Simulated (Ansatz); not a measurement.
## W: an electron-density study

Space group Pm-3n. This isn't the usual form at ambient conditions.

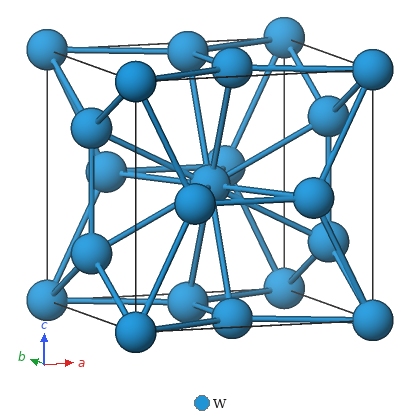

The conventional cell.

```
W
1.0
     5.08300    0.00000    0.00000
     0.00000    5.08300    0.00000
     0.00000    0.00000    5.08300
W
8
Direct
  0.00000 0.00000 0.00000
  0.50000 0.50000 0.50000
  0.00000 0.50000 0.25000
  0.00000 0.50000 0.75000
  0.25000 0.00000 0.50000
  0.75000 0.00000 0.50000
  0.50000 0.75000 0.00000
  0.50000 0.25000 0.00000
```

These are results of DFT PBE, scalar-relativistic, plane waves, PAW in Ansatz 0.2.0, not measurements.

Core electrons are frozen (PAW), so the maps are meaningful between the atoms, not at the nuclei.

### 1. Bonding charge

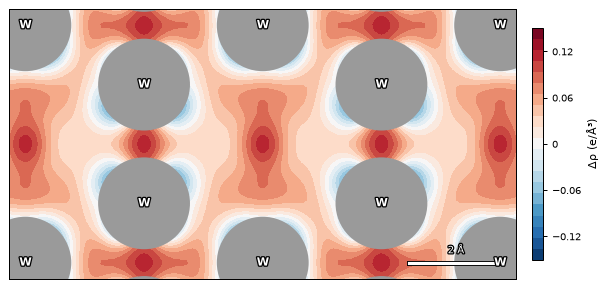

Deformation density (self-consistent density less superposed neutral spherical atoms): a map on the (010) plane of the conventional cell, with grey discs over the atomic cores. Cores are masked to 1.0 Å (W).

Where does charge go when the atoms form this crystal?

Answer. W–W (2.54 Å): Δρ is +0.11 e/Å³ at the midpoint, where it peaks: a build-up of bond charge.
Over the whole cell, outside the masked cores, the largest gain, 0.11 e/Å³, lies 1.3 Å from a tungsten nucleus, and the largest loss lies at the edge of the masked core of W.
The rearranged charge, half the integral of |Δρ|, is about 0.33 e an atom.

### 2. Change of volume

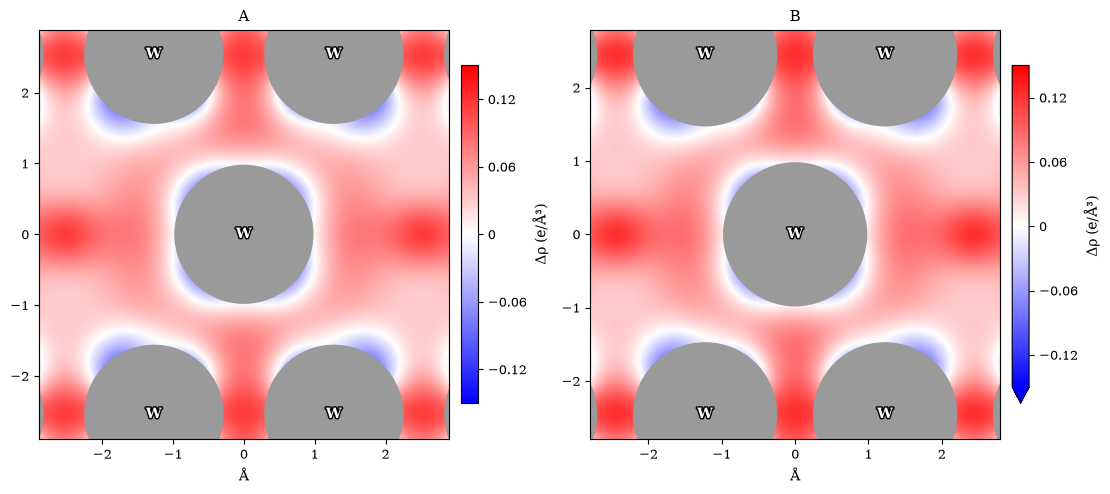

W: deformation density on the (100) plane of the conventional cell at two volumes, with the same fractional coordinates and one colour scale. Grey discs cover the cores. Panel B has 90 % of the volume of panel A.

How do bonds, bonding charge and pressure respond to this change of volume?

Answer. From A to B, W–W goes from 2.54 to 2.45 Å, and Δρ at its midpoint from +0.11 to +0.12 e/Å³.
- The pressure is −1 GPa in A and 38 GPa in B.
- The rearranged charge is 0.33 e an atom in A and 0.30 e in B.

### 3. Another level of theory

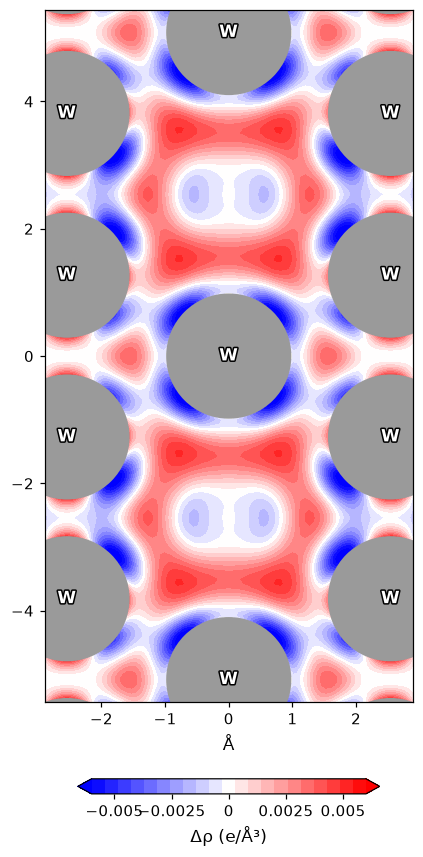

W: difference of two self-consistent densities at the same geometry, ρ(r2SCAN) − ρ(PBE), on the (010) plane of the conventional cell. Grey discs cover the cores, where the PAW densities can't be compared. Cores are masked to 1.0 Å (W).

Both runs: Ansatz, scalar-relativistic, plane waves and PAW, same cutoff, k-points and PAW files (made with PBE).

How does the change of level move the electrons?

Answer. Against PBE, and outside the masked cores, the largest gain, 0.005 e/Å³, lies 1.8 Å from a tungsten nucleus, and the largest loss lies at the edge of the masked core of W. At this volume the pressure is −1 GPa with PBE and −5 GPa with r2SCAN.

### 4. Moving an atom

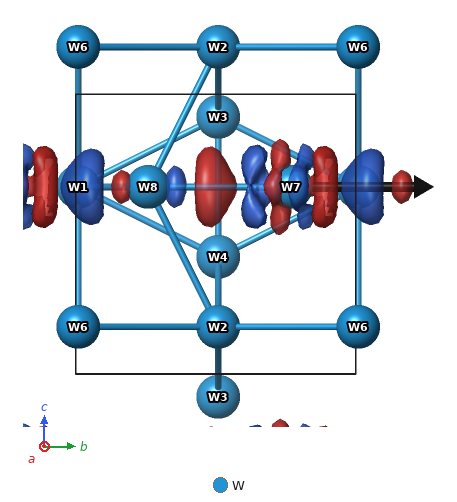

W7 was moved by 0.05 Å along [0 1 0] in the axes of the cell drawn (arrow, not to scale). Change of the density less the rigid motion of the neutral atom's own density: blue surfaces at +0.008 and red ones at −0.008 e/Å³, in the cell of the calculation (origin moved) seen along the a axis.

Describe the electronic response.

Answer. About 0.09 e is rearranged in the cell. Outside the cores the largest gain, 0.02 e/Å³, lies 1.1 Å from a tungsten nucleus, and the largest loss, 0.019 e/Å³, lies 1.3 Å from a tungsten nucleus.

What restoring force does the calculation give for this move?

Answer. The force on it changes by 1.16 eV/Å along the move, against it: a stiffness of about 23 eV/Å² for this sublattice shift.

### 5. Putting it together

The two pressures give a mean stiffness −ΔP/Δln V of about 368 GPa over this range, with the atoms held at their fractional positions.

Run times: 30 s (base cell), 37 s (scaled cell), 46 s (r2SCAN) and 53 s (moved atom), on 2 threads of Intel(R) Xeon(R) 6975P-C (Granite Rapids), with other jobs on the host.
